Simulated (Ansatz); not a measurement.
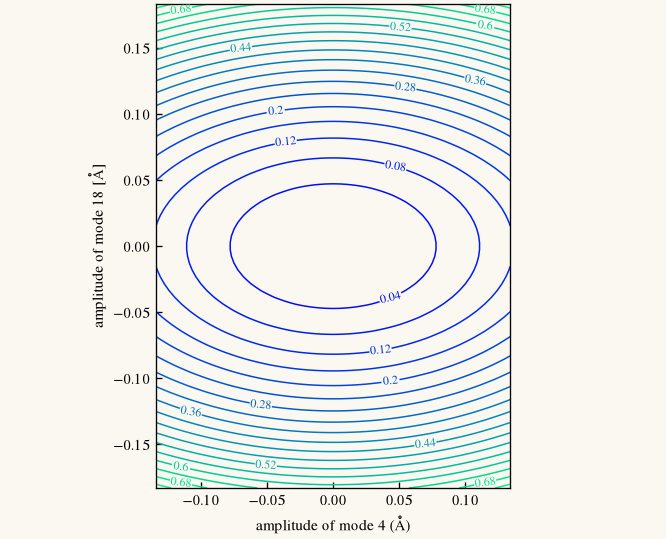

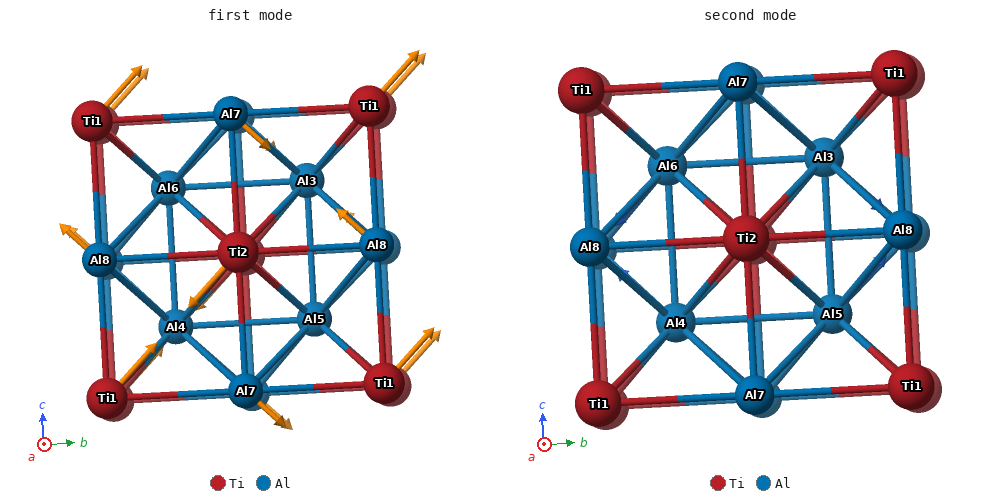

Energy landscape of TiAl3 (Pm-3m, No. 221; 8 atoms in the cell). 
- The energy is mapped over two normal modes frozen in (zone-centre modes of the 8-atom cell of this scan, which folds in the wave vector (0, 1/2, 1/2) of the primitive cell).
- Coordinates scanned: (1) amplitude of mode 4 (173 cm⁻¹), largest displacement; (2) amplitude of mode 18 (301 cm⁻¹), largest displacement.
- Nothing is relaxed (the cell and all other modes fixed).
- The scan uses an 11 × 11 grid; 36 points were computed and 85 follow by symmetry.
- Points are written as (first, second).
- All energies are given in eV per cell relative to the lowest grid point.
- Method: DFT PBEsol, scalar-relativistic, plane waves, PAW (Ansatz). Settings: cutoff 520 eV, k-mesh 10×8×8 in the order of the run's cell vectors, gaussian smearing 0.15 eV, no spin polarisation.

In the figure: contour lines labelled in eV. Between grid points the surface is interpolated. The second picture is the structure at the lowest point

**What does the map say about the system?**

The lowest grid point is at (0.000 Å, 0.000 Å). It is the only kind of minimum in the scanned range. The highest grid point, (−0.134 Å, −0.183 Å), lies 0.74 eV above the lowest.

Grid values (eV):

```
second ↓, first →  −0.134  −0.107  −0.080  −0.054  −0.027  0.000  0.027  0.054  0.080  0.107  0.134
            0.183    0.74    0.70    0.66    0.64    0.62   0.62   0.62   0.64   0.66   0.70   0.74
            0.146    0.51    0.47    0.43    0.41    0.39   0.39   0.39   0.41   0.43   0.47   0.51
            0.110    0.33    0.29    0.26    0.24    0.22   0.22   0.22   0.24   0.26   0.29   0.33
            0.073    0.21    0.17    0.14    0.12    0.10   0.10   0.10   0.12   0.14   0.17   0.21
            0.037    0.14    0.10    0.07    0.04    0.03   0.02   0.03   0.04   0.07   0.10   0.14
            0.000    0.12    0.07    0.04    0.02    0.00   0.00   0.00   0.02   0.04   0.07   0.12
           −0.037    0.14    0.10    0.07    0.04    0.03   0.02   0.03   0.04   0.07   0.10   0.14
           −0.073    0.21    0.17    0.14    0.12    0.10   0.10   0.10   0.12   0.14   0.17   0.21
           −0.110    0.33    0.29    0.26    0.24    0.22   0.22   0.22   0.24   0.26   0.29   0.33
           −0.146    0.51    0.47    0.43    0.41    0.39   0.39   0.39   0.41   0.43   0.47   0.51
           −0.183    0.74    0.70    0.66    0.64    0.62   0.62   0.62   0.64   0.66   0.70   0.74
```

The whole map (36 points run) took 8.4 min on 4 threads of Arm Neoverse V1, on a shared host.

PAW datasets: the set soft_1.
